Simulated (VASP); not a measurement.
## Run report: Ge$_{5}$Si$_{3}$, dielectric calculation (part 2 of 2)

Continued. System: Ge$_{5}$Si$_{3}$ (Cmm2, 8 atoms in the cell). Method: Kohn-Sham DFT of a periodic cell, PBEsol, VASP PAW PBE potentials, recommended, no spin polarisation (VASP 6.6.1); cutoff 600 eV, 6×6×6 k-mesh, Gaussian smearing of 0.03 eV. The structure was built on a prototype by a generator; it need not be a known phase.

Geometry of the input (Å; fractional positions):
```
5.5726  -0.0014  0.0000
0.0014  -5.5726  0.0000
0.0000  0.0000  -5.5715
Ge 0.7500  0.7500  0.7442
Ge 0.2500  0.2500  0.7442
Ge 0.2500  0.7500  0.2558
Ge 0.5029  0.0029  0.0028
Ge 0.9971  0.4971  0.0028
Si 0.7500  0.2500  0.2553
Si 0.9974  0.0026  0.4974
Si 0.5026  0.4974  0.4974
```

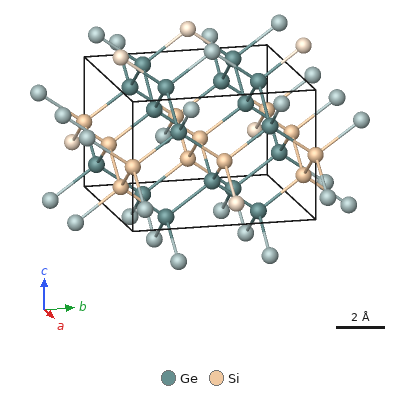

Figure 1. The input geometry (ball-and-stick view of the cell 2 times as large as that of the calculation, set on its symmetry axes, seen slightly off an axis; neighbours outside the cell are drawn fainter). An atom can appear more than once, as a periodic image.

Parts of OUTCAR, continued
```
 k-point     2 :       0.2500    0.0833    0.0833
  band No.  band energies     occupation
      1     -19.3943      2.00000
      2     -19.3901      2.00000
      3     -19.3621      2.00000
      4     -19.3482      2.00000
      5     -19.3188      2.00000
      6     -19.3020      2.00000
      7     -19.2824      2.00000
      8     -19.2784      2.00000
      9     -19.2756      2.00000
     10     -19.2335      2.00000
     11     -19.2147      2.00000
     12     -19.2087      2.00000
     13     -19.2057      2.00000
     14     -19.1979      2.00000
     15     -19.1950      2.00000
     16     -19.1837      2.00000
     17     -19.1563      2.00000
     18     -19.1547      2.00000
     19     -19.1468      2.00000
     20     -19.1367      2.00000
     21     -19.1261      2.00000
     22     -19.1099      2.00000
     23     -19.0981      2.00000
     24     -19.0713      2.00000
     25     -19.0630      2.00000
     26      -7.0235      2.00000
     27      -5.0139      2.00000
     28      -3.9458      2.00000
     29      -3.7527      2.00000
     30      -2.7427      2.00000
     31      -2.5531      2.00000
     32      -1.2934      2.00000
     33       1.3301      2.00000
     34       1.3390      2.00000
     35       2.0603      2.00000
     36       2.0765      2.00000
     37       2.1691      2.00000
     38       2.4852      2.00000
     39       2.7874      2.00000
     40       4.3470      2.00000
     41       4.4742      2.00000
     42       5.9238      0.00000
     43       6.4695      0.00000
     44       6.5839      0.00000
     45       7.0737      0.00000
     46       7.3458      0.00000
     47       7.6321      0.00000
     48       7.8158      0.00000
     49       7.8536      0.00000

 k-point     3 :       0.4167    0.0833    0.0833
  band No.  band energies     occupation
      1     -19.3967      2.00000
      2     -19.3911      2.00000
      3     -19.3690      2.00000
      4     -19.3438      2.00000
      5     -19.3156      2.00000
      6     -19.2967      2.00000
      7     -19.2793      2.00000
      8     -19.2767      2.00000
      9     -19.2682      2.00000
     10     -19.2430      2.00000
     11     -19.2142      2.00000
     12     -19.2091      2.00000
     13     -19.2074      2.00000
     14     -19.2027      2.00000
     15     -19.1959      2.00000
     16     -19.1751      2.00000
     17     -19.1620      2.00000
     18     -19.1556      2.00000
     19     -19.1458      2.00000
     20     -19.1386      2.00000
     21     -19.1283      2.00000
     22     -19.1152      2.00000
     23     -19.0919      2.00000
     24     -19.0697      2.00000
     25     -19.0625      2.00000
     26      -6.5724      2.00000
     27      -5.8802      2.00000
     28      -3.8695      2.00000
     29      -3.6519      2.00000
     30      -2.7428      2.00000
     31      -2.5777      2.00000
     32       0.0471      2.00000
     33       1.0092      2.00000
     34       1.0367      2.00000
     35       1.4540      2.00000
     36       1.7750      2.00000
     37       1.8027      2.00000
     38       2.6981      2.00000
     39       2.9271      2.00000
     40       3.5133      2.00000
     41       3.5837      2.00000
     42       6.2354      0.00000
     43       6.7699      0.00000
     44       7.6433      0.00000
     45       8.0330      0.00000
     46       8.2990      0.00000
     47       8.3890      0.00000
     48       9.4409      0.00000
     49       9.5101      0.00000

 k-point     4 :      -0.4167    0.0833    0.0833
  band No.  band energies     occupation
      1     -19.3980      2.00000
      2     -19.3918      2.00000
      3     -19.3704      2.00000
      4     -19.3421      2.00000
      5     -19.3148      2.00000
      6     -19.2963      2.00000
      7     -19.2789      2.00000
      8     -19.2762      2.00000
      9     -19.2565      2.00000
     10     -19.2515      2.00000
     11     -19.2125      2.00000
     12     -19.2105      2.00000
     13     -19.2081      2.00000
     14     -19.2048      2.00000
     15     -19.1963      2.00000
     16     -19.1710      2.00000
     17     -19.1643      2.00000
     18     -19.1585      2.00000
     19     -19.1457      2.00000
     20     -19.1390      2.00000
     21     -19.1299      2.00000
     22     -19.1173      2.00000
     23     -19.0896      2.00000
     24     -19.0695      2.00000
     25     -19.0607      2.00000
     26      -6.5686      2.00000
     27      -5.8883      2.00000
     28      -3.8693      2.00000
     29      -3.6321      2.00000
     30      -2.7448      2.00000
     31      -2.5976      2.00000
     32       0.0626      2.00000
     33       0.9875      2.00000
     34       1.0214      2.00000
     35       1.4903      2.00000
     36       1.7745      2.00000
     37       1.7969      2.00000
     38       2.7077      2.00000
     39       2.9299      2.00000
     40       3.5008      2.00000
     41       3.5809      2.00000
     42       6.2381      0.00000
     43       6.7672      0.00000
     44       7.6804      0.00000
     45       8.0938      0.00000
     46       8.2556      0.00000
     47       8.3645      0.00000
     48       9.3584      0.00000
     49       9.5080      0.00000

 k-point     5 :      -0.2500    0.0833    0.0833
  band No.  band energies     occupation
      1     -19.3970      2.00000
      2     -19.3918      2.00000
      3     -19.3662      2.00000
      4     -19.3440      2.00000
      5     -19.3157      2.00000
      6     -19.3015      2.00000
      7     -19.2808      2.00000
      8     -19.2752      2.00000
      9     -19.2692      2.00000
     10     -19.2360      2.00000
     11     -19.2140      2.00000
     12     -19.2094      2.00000
     13     -19.2074      2.00000
     14     -19.2033      2.00000
     15     -19.1963      2.00000
     16     -19.1781      2.00000
     17     -19.1599      2.00000
     18     -19.1559      2.00000
     19     -19.1493      2.00000
     20     -19.1358      2.00000
     21     -19.1306      2.00000
     22     -19.1149      2.00000
     23     -19.0926      2.00000
     24     -19.0699      2.00000
     25     -19.0597      2.00000
     26      -7.0215      2.00000
     27      -5.0359      2.00000
     28      -3.9463      2.00000
     29      -3.6853      2.00000
     30      -2.7521      2.00000
     31      -2.6181      2.00000
     32      -1.2655      2.00000
     33       1.3250      2.00000
     34       1.3367      2.00000
     35       2.0439      2.00000
     36       2.0763      2.00000
     37       2.1886      2.00000
     38       2.4921      2.00000
     39       2.8033      2.00000
     40       4.3436      2.00000
     41       4.4539      2.00000
     42       5.9123      0.00000
     43       6.5095      0.00000
     44       6.6755      0.00000
     45       6.9951      0.00000
     46       7.3133      0.00000
     47       7.5577      0.00000
     48       7.7708      0.00000
     49       7.9706      0.00000

 [... the levels of 18 k-points are left out ...]

 k-point    24 :      -0.4167    0.4167    0.2500
  band No.  band energies     occupation
      1     -19.3935      2.00000
      2     -19.3787      2.00000
      3     -19.3771      2.00000
      4     -19.3507      2.00000
      5     -19.3182      2.00000
      6     -19.2877      2.00000
      7     -19.2841      2.00000
      8     -19.2777      2.00000
      9     -19.2759      2.00000
     10     -19.2471      2.00000
     11     -19.2153      2.00000
     12     -19.2072      2.00000
     13     -19.2063      2.00000
     14     -19.2007      2.00000
     15     -19.1965      2.00000
     16     -19.1722      2.00000
     17     -19.1552      2.00000
     18     -19.1460      2.00000
     19     -19.1439      2.00000
     20     -19.1393      2.00000
     21     -19.1353      2.00000
     22     -19.1146      2.00000
     23     -19.0863      2.00000
     24     -19.0785      2.00000
     25     -19.0663      2.00000
     26      -5.7755      2.00000
     27      -5.4699      2.00000
     28      -5.0120      2.00000
     29      -4.7662      2.00000
     30      -2.0790      2.00000
     31      -1.9699      2.00000
     32      -1.3901      2.00000
     33      -0.9672      2.00000
     34       1.9641      2.00000
     35       2.2981      2.00000
     36       2.4492      2.00000
     37       3.1100      2.00000
     38       3.3367      2.00000
     39       3.4435      2.00000
     40       3.7015      2.00000
     41       4.0853      2.00000
     42       6.5946      0.00000
     43       6.9845      0.00000
     44       7.0491      0.00000
     45       7.4036      0.00000
     46       8.2644      0.00000
     47       8.6607      0.00000
     48       8.9120      0.00000
     49       8.9245      0.00000

 [... further k-points ...]

  FORCE on cell =-STRESS in cart. coord.  units (eV):
  Direction    XX          YY          ZZ          XY          YZ          ZX
  --------------------------------------------------------------------------------------
  -------------------------------------------------------------------------------------
  Total        0.0505307      0.0505307      0.0590824     -0.0108466     -0.0000000      0.0000000
  in kB        0.4679314      0.4679314      0.5471231     -0.1004436     -0.0000000      0.0000000
  external PRESSURE =       0.4943287 kB  Pullay stress =       0.0000000 kB

 VOLUME and BASIS-vectors are now :
 -----------------------------------------------------------------------------
  energy-cutoff  :      600.00
  volume of cell :      173.01
      direct lattice vectors                 reciprocal lattice vectors
     5.572555536 -0.001375708  0.000000000     0.179450892  0.000044301  0.000000000
     0.001375708 -5.572555536  0.000000000    -0.000044301 -0.179450892  0.000000000
     0.000000000  0.000000000 -5.571535313     0.000000000  0.000000000 -0.179483741

 POSITION                                       TOTAL-FORCE (eV/Angst)
 -----------------------------------------------------------------------------------
      4.18045     -4.18045     -4.14621        -0.000000     -0.000000      0.000173
      1.39348     -1.39348     -4.14621        -0.000000     -0.000000      0.000173
      1.39417     -4.17976     -1.42507        -0.000000     -0.000000      0.003197
      2.80217     -0.01658     -0.01585        -0.002055      0.002055     -0.001592
      5.55736     -2.77177     -0.01585         0.002055     -0.002055     -0.001592
      4.17976     -1.39417     -1.42262        -0.000000     -0.000000     -0.000359
      5.55785     -0.01609     -2.77139         0.000367      0.000367     -0.000001
      2.80168     -2.77226     -2.77139        -0.000367     -0.000367     -0.000001
 -----------------------------------------------------------------------------------
    total drift:                                0.000000     -0.000000      0.000199

  FREE ENERGIE OF THE ION-ELECTRON SYSTEM (eV)
  ---------------------------------------------------
  free  energy   TOTEN  =       -41.8398347358 eV

  energy  without entropy=      -41.8398347358  energy(sigma->0) =      -41.83983474

 HEAD OF MICROSCOPIC STATIC DIELECTRIC TENSOR (INDEPENDENT PARTICLE, excluding Hartree and local field effects)
 ------------------------------------------------------
          17.937809    -0.005940     0.000000
          -0.005940    17.937809    -0.000000
           0.000000    -0.000000    17.755667
 ------------------------------------------------------

 Free energy of the ion-electron system (eV)
  ---------------------------------------------------
  ---------------------------------------------------
  free energy    TOTEN  =        -8.23279523 eV

  energy without entropy =       -8.23279523

------------------------ aborting loop because EDIFF is reached ----------------------------------------

--------------------------------------- Ionic step        2  -------------------------------------------

------------------------ aborting loop because EDIFF is reached ----------------------------------------

--------------------------------------- Ionic step        3  -------------------------------------------

 Free energy of the ion-electron system (eV)
  ---------------------------------------------------
  ---------------------------------------------------
  free energy    TOTEN  =        -8.13071713 eV

  energy without entropy =       -8.13071713

------------------------ aborting loop because EDIFF is reached ----------------------------------------

 PIEZOELECTRIC TENSOR FIELD DIRECTION 3  (e Angst)
 -----------------------------------------------------------------------------
    -0.00207 -0.31929  0.00000           (  0.00018  0.03547  0.00000)
    -0.31929 -0.00207 -0.00000           (  0.03547  0.00018  0.00000)
     0.00000  0.00000  0.03412           (  0.00000  0.00000  0.00032)

 PIEZOELECTRIC TENSOR FIELD DIRECTION 3  (C/m^2)
 -----------------------------------------------------------------------------
    -0.00019 -0.02957  0.00000
    -0.02957 -0.00019 -0.00000
     0.00000  0.00000  0.00316

 MACROSCOPIC STATIC DIELECTRIC TENSOR (including local field effects in DFT)
 ------------------------------------------------------
          17.224374    -0.005698     0.000000
          -0.005698    17.224374     0.000000
           0.000000     0.000000    17.014390
 ------------------------------------------------------

 PIEZOELECTRIC TENSOR (including local field effects)  for field in x, y, z        (e  Angst)
          XX          YY          ZZ          XY          YZ          ZX
  --------------------------------------------------------------------------------
  x     0.00000    -0.00000    -0.00000     0.00000    -0.29487    -0.01475
  y    -0.00000     0.00000    -0.00000     0.00000    -0.01475    -0.29488
  z    -0.00207    -0.00207     0.03412    -0.31929     0.00000     0.00000

 PIEZOELECTRIC TENSOR (including local field effects)  for field in x, y, z        (C/m^2)
          XX          YY          ZZ          XY          YZ          ZX
  --------------------------------------------------------------------------------
  x     0.00000    -0.00000    -0.00000     0.00000    -0.02731    -0.00137
  y    -0.00000     0.00000    -0.00000     0.00000    -0.00137    -0.02731
  z    -0.00019    -0.00019     0.00316    -0.02957     0.00000     0.00000

 BORN EFFECTIVE CHARGES (including local field effects) (in |e|, cummulative output)
 ---------------------------------------------------------------------------------
 ion    1
    1    -0.08708     0.08252     0.00000
    2     0.09177     0.04750     0.00000
    3    -0.00000    -0.00000     0.04962
 ion    2
    1     0.04750     0.09177     0.00000
    2     0.08252    -0.08708     0.00000
    3    -0.00000    -0.00000     0.04962
 ion    3
    1     0.04495    -0.09033     0.00000
    2    -0.09033     0.04495     0.00000
    3     0.00000     0.00000    -0.09797
 ion    4
    1     0.05874     0.03984     0.03926
    2     0.03984     0.05874    -0.03926
    3     0.04702    -0.04702     0.20956
 ion    5
    1     0.05874     0.03984    -0.03926
    2     0.03984     0.05874     0.03926
    3    -0.04702     0.04702     0.20956
 ion    6
    1    -0.15377    -0.10285     0.00000
    2    -0.10285    -0.15377     0.00000
    3     0.00000     0.00000    -0.14285
 ion    7
    1     0.01546    -0.03040     0.04643
    2    -0.03040     0.01546     0.04643
    3     0.04263     0.04263    -0.13878
 ion    8
    1     0.01546    -0.03040    -0.04643
    2    -0.03040     0.01546    -0.04643
    3    -0.04263    -0.04263    -0.13878
```

CONTCAR
```
Si3Ge5
   1.00000000000000
     5.5725555361000003   -0.0013757076000000    0.0000000000000000
     0.0013757076000000   -5.5725555361000003    0.0000000000000000
     0.0000000000000000    0.0000000000000000   -5.5715353132000001
  Ge              Si
     5     3
Direct
     0.7500000000000000    0.7500000000000000    0.7441767714655327
     0.2500000000000000    0.2500000000000000    0.7441767714655327
     0.2500000000000000    0.7500000000000000    0.2557768885344345
     0.5028503157548698    0.0028503157548698    0.0028456888131245
     0.9971496842451302    0.4971496842451302    0.0028456888131245
     0.7500000000000000    0.2500000000000000    0.2553377677924757
     0.9973596077915374    0.0026403922084626    0.4974202115578876
     0.5026403922084626    0.4973596077915374    0.4974202115578876

  0.00000000E+00  0.00000000E+00  0.00000000E+00
  0.00000000E+00  0.00000000E+00  0.00000000E+00
  0.00000000E+00  0.00000000E+00  0.00000000E+00
  0.00000000E+00  0.00000000E+00  0.00000000E+00
  0.00000000E+00  0.00000000E+00  0.00000000E+00
  0.00000000E+00  0.00000000E+00  0.00000000E+00
  0.00000000E+00  0.00000000E+00  0.00000000E+00
  0.00000000E+00  0.00000000E+00  0.00000000E+00
```

Summary

```json
{"quantity": "outcome", "value": "converged"}
{"quantity": "space group (tolerance 0.01 Å)", "value": "Cmm2 (35)"}
{"quantity": "electrons treated", "value": "82"}
{"quantity": "gap on the k-point mesh", "value": "0.62 eV"}
{"quantity": "ε∞ (xx, yy, zz)", "value": "17.22, 17.22, 17.01"}
{"quantity": "wall time", "value": "16 min (CPU time 63 min)"}
{"quantity": "peak memory", "value": "2.1 GiB"}
```
